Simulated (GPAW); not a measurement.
## CaO (Fm-3m): how ε∞ follows the gap

The empty bands of CaO (Fm-3m) are shifted up rigidly by Δ, and ε∞ is computed for each shift.

Cell: a, b, c = 3.403, 3.403, 3.403 Å (primitive vectors), 2 atoms.

Method: GPAW 26.7.0, PBE, RPA, k-mesh 12×12×12, local fields up to 50 eV, Lorentzian half width 0.15 eV.

Launch of the response step: `OMP_NUM_THREADS=1 python df.py`. The series took 88 s in all, its band step included, on 1 thread of Arm Neoverse V1, with other jobs on the host.

```
Δ (eV)     ε∞
  0.00  3.619
  0.40  3.507
  0.80  3.405
  1.20  3.312
  1.60  3.227
  2.00      ?
```

With one effective transition at E₀ and fixed dipole strength, ε∞ − 1 = A/(E₀ + Δ), so 1/(ε∞ − 1) is linear in Δ.

Working, on the rows shown:

| x = Δ (eV) | y = 1/(ε∞ − 1) |
| --- | --- |
| 0 | 0.381825 |
| 0.4 | 0.398883 |
| 0.8 | 0.4158 |
| 1.2 | 0.432526 |
| 1.6 | 0.449035 |

Means: x̄ = 0.8, ȳ = 0.41561. Σ(x − x̄)(y − ȳ) = 0.06722, Σ(x − x̄)² = 1.6. Slope = 0.06722 / 1.6 = 0.04202; intercept = ȳ − slope · x̄ = 0.382. Turned back into ε∞, the line misses the rows shown by at most 0.0012.

Problem. Predict the last column of the withheld row from the fit.

Solution. At x = 2 the line gives y = 0.46603, that is 3.146. The run gave 3.150, so the extrapolation is off by 0.0042, 0.9 % of the range in the table.

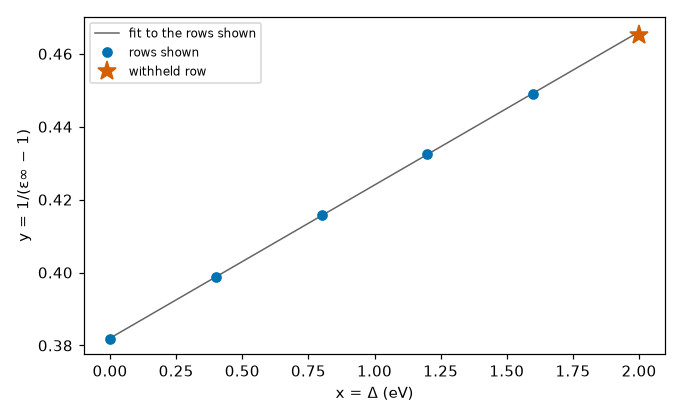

Refitted with all rows, the slope is 0.04169 and the intercept 0.38218. These give E₀ = intercept/slope = 9.2 eV, far above the least direct gap of 4.07 eV: most of the screening comes from transitions well over the edge. Over the first step ε∞ falls by 8 % per eV. Excitons are left out; PBE gaps are as a rule too small. The values come from a sum over the points of one k-mesh and carry its error, which grows as the direct gap shrinks. This version of GPAW has incomplete matrix elements in the optical limit, which can lower ε − 1 by up to a tenth where first-row anions or d states rule. The local-field cutoff holds few shells of reciprocal vectors for this small cell, so ε∞ can read a few per cent high.

[Logs are printed without paths, hosts, clocks, repeated set-up lines and the standing remarks that a program may print on its own settings, such as how far it seeks lower states.]
